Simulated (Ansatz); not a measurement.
BN (space group P-6m2, No. 187). Coordinates: the geometry relaxed with Ansatz 0.2.0, DFT, r2SCAN+rVV10, plane waves, PAW.

Space group P-6m2 (No. 187). a = 2.500 Å, b = 2.500 Å, c = 6.505 Å, α = 90.00°, β = 90.00°, γ = 120.00°
```csv
atom,site,symmetry,x,y,z
B,1b,-6m2,0.0000,0.0000,0.5000
B,1c,-6m2,0.3333,0.6667,0.0000
N,1a,-6m2,0.0000,0.0000,0.0000
N,1f,-6m2,0.6667,0.3333,0.5000
```

Describe the stacking along c, with columns A (0, 0), B (1/3, 2/3), C (2/3, 1/3) of the hexagonal mesh.

N(A)+B(B) – B(A)+N(C) (two layers in 6.51 Å).

N layers alone: AC, the hexagonal type.

B: two in-plane triangular sites in each hexagonal cell. Two of the two gaps between N layers are empty, 3.25 Å wide.

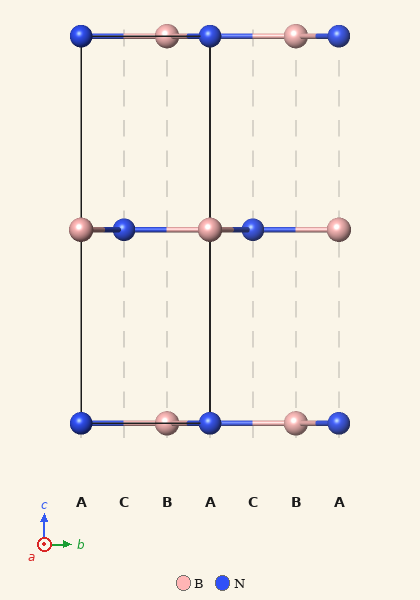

Projection along an edge of the hexagonal mesh, stacking direction c upwards. The dashed lines mark the three columns A (0, 0), B (1/3, 2/3) and C (2/3, 1/3). The sequence starts with the first layer at or above the cell's origin.
